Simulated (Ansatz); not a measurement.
## SrTiO₃: a changed input and its effect

System: SrTiO₃ (Pm-3m, 5 atoms in the cell).
Method of run A: DFT PBE, scalar-relativistic, plane waves, PAW, no spin polarisation (Ansatz 0.2.0).

The structure derives from an entry of the Crystallography Open Database. Text and figures count atoms from 1; the logs count them from 0 in places.

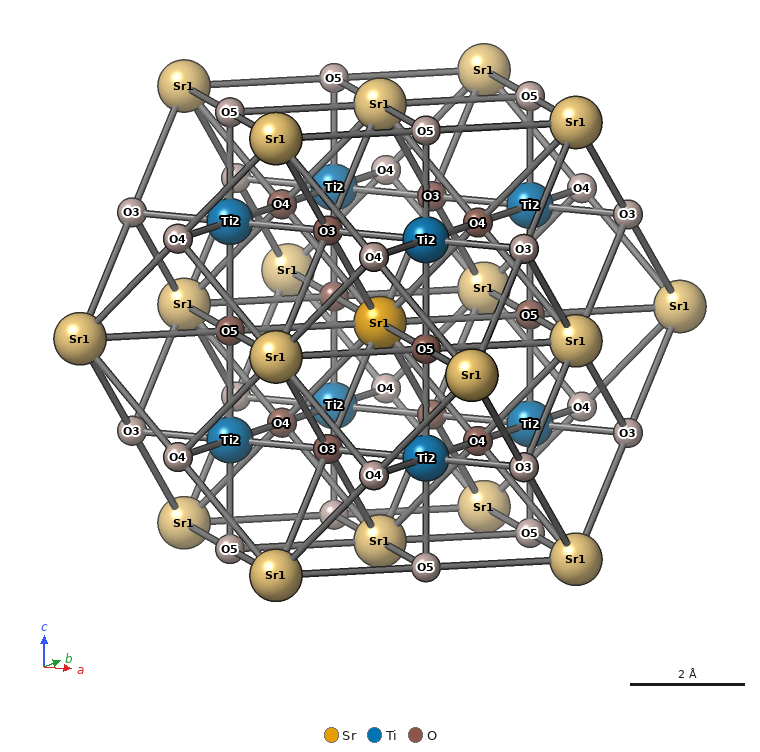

Fig. 1: The structure as given in the input (ball-and-stick view of the cell of the calculation, seen at an oblique angle; neighbours outside the cell are drawn fainter; atoms are numbered from 1 in the order of the input). An atom can appear more than once, as a periodic image.

**Input, run A**
```yaml
crystal:
  lattice:
    - [3.8966397416, 0.0, 0.0]
    - [0.0, 3.8966397416, 0.0]
    - [0.0, 0.0, 3.8966397416]
  atoms:
    - { symbol: Sr, position: [0.5, 0.5, 0.5] }
    - { symbol: Ti, position: [0.0, 0.0, 0.0] }
    - { symbol: O, position: [0.5, 0.0, 0.0] }
    - { symbol: O, position: [0.0, 0.5, 0.0] }
    - { symbol: O, position: [0.0, 0.0, 0.5] }
basis:
  ecutwfc: 420
kpoints:
  mp_grid: { grid: [8, 8, 8] }
hamiltonian:
  xc: pbe
scf:
  occupations: { method: gaussian, width: 0.02 }
output:
  forces: true
  stress: true
  eigenvalues: true
```

Command:
```bash
ansatz run input.yaml --threads 2 --pin off --max-ram 5120MiB --backend cpu --events-out ev --progress --plain --runs-dir out
```

Hardware: 2 threads of Intel Xeon @ 2.50GHz (Skylake/Cascade Lake), 189 GiB of memory available, shared host.

**Output, shortened to warnings, some set-up lines, iterations and results (run A)**
```
Basis set: ecut = 420 eV, 1189 PW (Γ), exchange–correlation on 54×54×54 points (8 copies of the dense FFT grid, shifted against one another)
Symmetry: 48 space group operations
k-points: 35 of 512
Initial density: superposition of atomic densities (neutral atoms: chi_scale 0, normalization atom), corrected by the library's trained network
[...]
SCF iter   1: F=—  HF=-7754.453454 eV  |F-HF|=—  |Δ(HF+E_count)|=         —  Δρ=2.06e-3  dr2=1.41e-3  ethr=1.77e-3  ⟨swp⟩=7.5  Hψ=4707  notcnv=0
SCF iter   2: F=—  HF=-7754.455729 eV  |F-HF|=—  |Δ(HF+E_count)|=   2.28e-3  Δρ=9.74e-4  dr2=2.30e-4  ethr=3.53e-6  ⟨swp⟩=3.3  Hψ=1982  notcnv=0  defer=20
SCF iter   3: F=—  HF=-7754.455852 eV  |F-HF|=—  |Δ(HF+E_count)|=   1.23e-4  Δρ=2.21e-4  dr2=1.96e-5  ethr=5.75e-7  ⟨swp⟩=2.4  Hψ=1179  notcnv=0  defer=23
SCF iter   4: F=—  HF=-7754.456476 eV  |F-HF|=—  |Δ(HF+E_count)|=   6.24e-4  Δρ=3.99e-5  dr2=1.30e-6  ethr=4.90e-8  ⟨swp⟩=2.0  Hψ=1483  notcnv=0  defer=23
SCF iter   5: F=—  HF=-7754.456476 eV  |F-HF|=—  |Δ(HF+E_count)|=   1.08e-7  Δρ=1.82e-5  dr2=3.57e-7  ethr=3.25e-9  ⟨swp⟩=2.1  Hψ=1245  notcnv=0  defer=23
SCF iter   6: F=-7754.456476 eV  HF=-7754.456476 eV  |F-HF|=1.57e-8  |Δ(HF+E_count)|=   6.75e-8  Δρ=4.30e-6  dr2=2.26e-8  ethr=2.50e-10  ⟨swp⟩=8.6  Hψ=4022  notcnv=0
SCF 1 converged in 6 iterations: F = -7754.456476 eV  dr2 = 2.26e-8
SCF converged after 6 iterations
Free energy (F): -7754.456476 eV
Harris-Foulkes:  -7754.456476 eV  (|F-HF|=1.57e-8)
Internal energy: -7754.456476 eV  (E = F + TS)
E sigma→0 (E₀):  -7754.456476 eV
Fermi energy:    11.034326 eV
--- Per-component energies (eV) ---
  E_band       = -201.099036
  E_kinetic    = 1049.322990
  E_local      = -2376.036808  (includes V_loc(G=0)·N_el)
  E_nonlocal   = 348.092170
  E_hartree    = 832.403764
  E_xc         = -496.880491
  E_vxc        = -572.813101  (∫ρ·V_xc dr)
  E_paw        = -4213.860193  (= ΣΔE_a)
  E_vpaw       = -314.476366  (= ΣTr[D̂ρ^β])
  E_aug_tail   = 0.007635  (compensation charges beyond the density's cutoff)
  E_ewald      = -2897.505543
  E_smearing   = -0.000000  (= −TS)
  E_closure    = -0.000000  (closes the sum)
  Σ components = -7754.456476   (vs F -7754.456476, Δ=0.00e0)
--- Forces (eV/Å), atoms counted from 1 ---
  atom   1  Sr    -0.00000000     0.00000000    -0.00000000
  atom   2  Ti     0.00000000     0.00000000     0.00000000
  atom   3  O      0.00000000    -0.00000000    -0.00000000
  atom   4  O      0.00000000    -0.00000000     0.00000000
  atom   5  O      0.00000000     0.00000000    -0.00000000
  max |Σ_I F_I| component: 1.63e-29 eV/Å
--- Stress (GPa, compression-positive) ---
        5.558124       0.000000       0.000000
        0.000000       5.558124       0.000000
        0.000000       0.000000       5.558124
  P = ⅓ Tr σ = 5.5581 GPa (55.581 kbar)
```

The input of run B differs as follows (lines with − go, lines with + come):
```diff
-    - [3.8966397416, 0.0, 0.0]
-    - [0.0, 3.8966397416, 0.0]
-    - [0.0, 0.0, 3.8966397416]
+    - [3.8560467923, 0.0, 0.0]
+    - [0.0, 3.8560467923, 0.0]
+    - [0.0, 0.0, 3.8560467923]
```

What does this change do to the results?

With the same functional and potentials, run B lies 19.9 meV per atom higher. The gap on the mesh goes from 1.90 to 1.96 eV. The pressure goes from 5.56 to 12.08 GPa. The volume per atom goes from 11.83 to 11.47 Å³. The cell is scaled evenly with the atoms at fixed fractional positions, so −ΔP/Δ ln V estimates the bulk modulus midway between the two volumes: about 210 GPa. The number of SCF iterations is the same. The plane waves at Γ go from 1189 to 1141.

**Output, shortened to warnings, some set-up lines, iterations and results (run B)**
```
Basis set: ecut = 420 eV, 1141 PW (Γ), exchange–correlation on 54×54×54 points (8 copies of the dense FFT grid, shifted against one another)
Symmetry: 48 space group operations
k-points: 35 of 512
Initial density: superposition of atomic densities (neutral atoms: chi_scale 0, normalization atom), corrected by the library's trained network
[...]
SCF iter   1: F=—  HF=-7754.353591 eV  |F-HF|=—  |Δ(HF+E_count)|=         —  Δρ=2.15e-3  dr2=1.44e-3  ethr=1.77e-3  ⟨swp⟩=7.6  Hψ=4700  notcnv=0
SCF iter   2: F=—  HF=-7754.356088 eV  |F-HF|=—  |Δ(HF+E_count)|=   2.50e-3  Δρ=1.01e-3  dr2=2.08e-4  ethr=3.60e-6  ⟨swp⟩=3.3  Hψ=2049  notcnv=0  defer=20
SCF iter   3: F=—  HF=-7754.356212 eV  |F-HF|=—  |Δ(HF+E_count)|=   1.24e-4  Δρ=2.89e-4  dr2=2.42e-5  ethr=5.21e-7  ⟨swp⟩=2.2  Hψ=1044  notcnv=0  defer=22
SCF iter   4: F=—  HF=-7754.356786 eV  |F-HF|=—  |Δ(HF+E_count)|=   5.75e-4  Δρ=3.96e-5  dr2=1.34e-6  ethr=6.05e-8  ⟨swp⟩=2.4  Hψ=1484  notcnv=0  defer=22
SCF iter   5: F=—  HF=-7754.356786 eV  |F-HF|=—  |Δ(HF+E_count)|=   1.10e-7  Δρ=1.87e-5  dr2=3.57e-7  ethr=3.36e-9  ⟨swp⟩=2.6  Hψ=1292  notcnv=0  defer=22
SCF iter   6: F=-7754.356786 eV  HF=-7754.356786 eV  |F-HF|=1.32e-8  |Δ(HF+E_count)|=   6.95e-8  Δρ=4.01e-6  dr2=1.93e-8  ethr=2.50e-10  ⟨swp⟩=8.7  Hψ=3945  notcnv=0
SCF 1 converged in 6 iterations: F = -7754.356786 eV  dr2 = 1.93e-8
SCF converged after 6 iterations
Free energy (F): -7754.356786 eV
Harris-Foulkes:  -7754.356786 eV  (|F-HF|=1.32e-8)
Internal energy: -7754.356786 eV  (E = F + TS)
E sigma→0 (E₀):  -7754.356786 eV
Fermi energy:    11.514248 eV
--- Per-component energies (eV) ---
  E_band       = -182.907146
  E_kinetic    = 1053.187659
  E_local      = -2336.198862  (includes V_loc(G=0)·N_el)
  E_nonlocal   = 348.405887
  E_hartree    = 820.502602
  E_xc         = -497.865512
  E_vxc        = -574.164109  (∫ρ·V_xc dr)
  E_paw        = -4214.388285  (= ΣΔE_a)
  E_vpaw       = -315.147453  (= ΣTr[D̂ρ^β])
  E_aug_tail   = 0.007568  (compensation charges beyond the density's cutoff)
  E_ewald      = -2928.007843
  E_smearing   = -0.000000  (= −TS)
  E_closure    = -0.000000  (closes the sum)
  Σ components = -7754.356786   (vs F -7754.356786, Δ=0.00e0)
--- Forces (eV/Å), atoms counted from 1 ---
  atom   1  Sr    -0.00000000     0.00000000    -0.00000000
  atom   2  Ti    -0.00000000     0.00000000     0.00000000
  atom   3  O      0.00000000    -0.00000000     0.00000000
  atom   4  O      0.00000000    -0.00000000     0.00000000
  atom   5  O      0.00000000    -0.00000000    -0.00000000
  max |Σ_I F_I| component: 8.25e-30 eV/Å
--- Stress (GPa, compression-positive) ---
       12.082949      -0.000000      -0.000000
        0.000000      12.082949       0.000000
        0.000000       0.000000      12.082949
  P = ⅓ Tr σ = 12.0829 GPa (120.829 kbar)
```

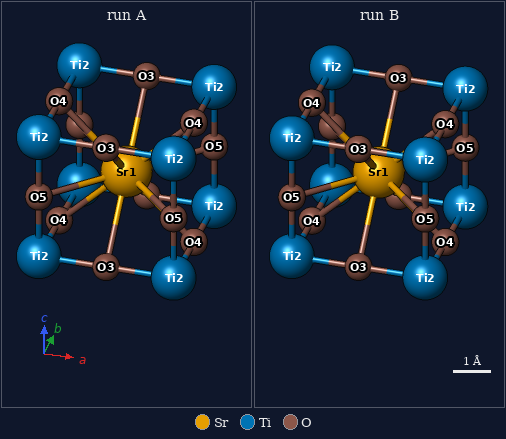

Fig. 2: The two input geometries at one scale (ball-and-stick view of the cell of the calculation, seen at an oblique angle). The atoms keep their places relative to the cell (all moves are under 0.005 Å). Cell: a = b = c 3.897 → 3.856 Å (−1.0 %). Volume −3.1 %. Among the contacts that change: Sr1–O3 2.755 → 2.727 Å, Ti2–O3 1.948 → 1.928 Å.

**The two runs side by side**

| quantity | run A | run B |
| --- | --- | --- |
| outcome | converged | converged |
| free energy per atom (eV) | −1550.8913 | −1550.8714 |
| gap on the mesh (eV) | 1.90 | 1.96 |
| pressure (GPa) | 5.56 | 12.08 |
| volume per atom (Å³) | 11.83 | 11.47 |
| largest force (eV/Å) | 0.000 | 0.000 |
| SCF iterations | 6 | 6 |
| irreducible k-points | 35 | 35 |
| plane waves at Γ | 1189 | 1141 |
| wall time (shared host) | 3.5 s | 3 s |

For run A: The cell is under a pressure of 5.6 GPa at this level, so it is not at its equilibrium volume. For run B: The cell is under a pressure of 12.1 GPa at this level, so it is not at its equilibrium volume.
